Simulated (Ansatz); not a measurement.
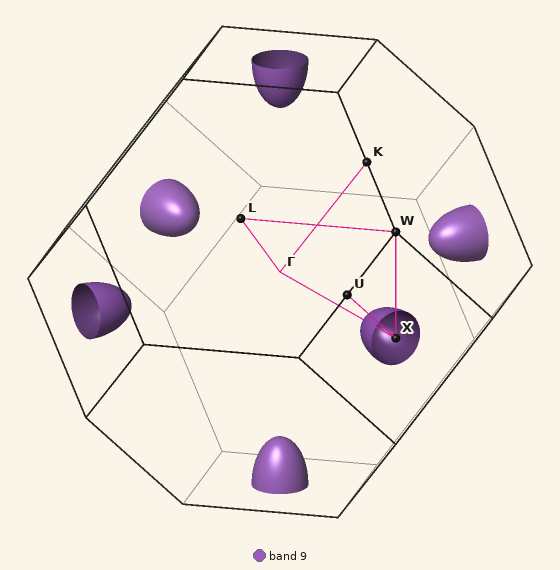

Constant-energy surfaces of BaO in space group Fm-3m, 0.20 eV above the conduction-band minimum (one colour a band).

These are results of DFT PBE, scalar-relativistic, plane waves, PAW; levels and slopes on a dense k mesh at the converged density (Ansatz), not measurements. No spin polarisation. The levels come from a k mesh of 34×34×34 points. Cell and positions as given, without relaxation (residual pressure 3 GPa).

Masses come from a second pass at points close to the extrema; at the energies drawn a band may no longer be parabolic.

Where are the valleys, how many are there, and what are their masses?

Answer. Band 9 forms the conduction edge. Within this energy: three equivalent minima at X, principal masses 0.39, 0.39 and 1.24 mₑ.

And the gap?

Answer. The gap is direct, 1.97 eV at this level of theory (semilocal functionals give gaps that are too small, and can reorder valleys that lie close).

Spin-orbit coupling, left out here, can change the gap, its kind, the place of the band edges and the masses, since the compound holds Ba.
